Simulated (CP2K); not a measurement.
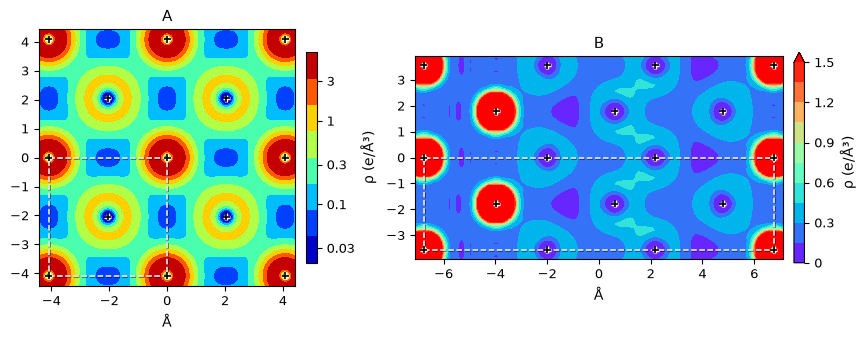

The valence pseudo-density of 2 systems, each on a plane through atoms (crosses mark nuclei in the plane).

Level of theory: Kohn-Sham DFT of a periodic cell, PBEsol, GTH-PBE with UZH-TZVP basis (CP2K).

System 1: TiSi₂, the (100) plane of the conventional cell. Space group Cmcm; a structure from a database of computed crystals, not necessarily the ambient phase; not relaxed (largest force 0.3 eV/Å).

```
Ti Si
1.0
     0.89196    3.41567    0.00000
   -13.07994    3.41567    0.00000
     0.00000    0.00000    3.56517
Ti Si
4 8
Direct
  0.00000 0.89688 0.25000
  0.50000 0.39688 0.25000
  0.00000 0.10312 0.75000
  0.50000 0.60312 0.75000
  0.00000 0.24969 0.25000
  0.50000 0.74969 0.25000
  0.00000 0.75031 0.75000
  0.50000 0.25031 0.75000
  0.00000 0.55825 0.25000
  0.50000 0.05825 0.25000
  0.00000 0.44175 0.75000
  0.50000 0.94175 0.75000
```

System 2: Cd₃Se, the (001) plane of the conventional cell. Space group I4/mmm; a structure from a database of computed crystals, not necessarily the ambient phase; computed pressure about −3 GPa in this cell.

Question: Which map belongs to which system?

Answer: Panel A is system 2, Cd₃Se: the plane holds Cd and Se. Cd–Se (2.89 Å): ρ is about 0.24 e/Å³ halfway. Panel B is system 1, TiSi₂: the plane holds Ti and Si. Si–Si (2.38 Å): ρ is about 0.45 e/Å³ halfway.
